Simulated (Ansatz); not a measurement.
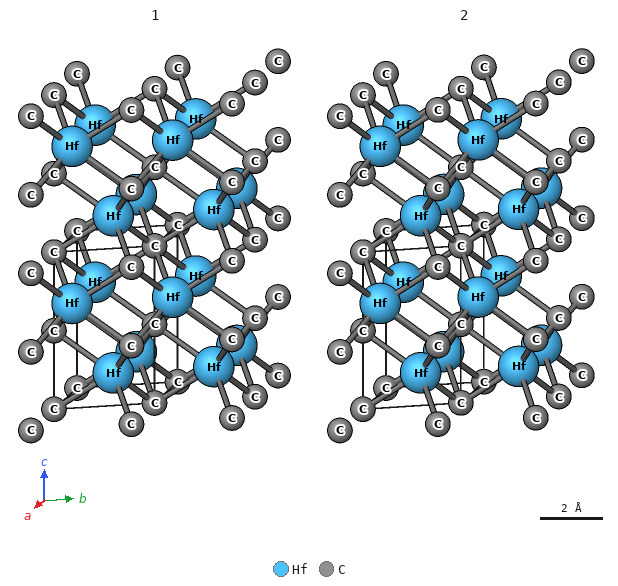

Two geometries of crystalline HfC (built on the antiNiAs type): one is the relaxed structure, the other was perturbed away from it. A ball-and-stick model of the cell of the calculation, repeated 2 × 2 × 2 with one cell outlined, seen slightly off an axis.

All numbers below come from Ansatz 0.2.0, DFT PBE, scalar-relativistic, plane waves, PAW. (plane-wave cutoff 420 eV; k-point mesh 12 × 12 × 8; occupations gaussian; smearing width 0.05 eV; no spin polarisation)

Question: Which one is perturbed?

Answer: Structure 1 is the perturbed one. The cell is strained by +3.0 % along [1 2 0] and none across it (volume +3.0 %), the atoms keeping their fractional coordinates. No relaxation follows. The energy rises by 14.4 meV per atom. Pressure: 0.0 GPa before, −6.5 GPa after. The principal stresses (compression positive) are −3.3 GPa along a, −4.2 GPa along c, −12.0 GPa along [1 2 0]. The largest forces, 0.031 eV/Å, act on 2 Hf atoms of the calculation's cell. Among the bonded contacts that change: C–Hf 2.325 → 2.337 to 2.373 Å. The space group (tolerance 0.01 Å) goes from P6_3/mmc (No. 194) to Cmcm (No. 63).
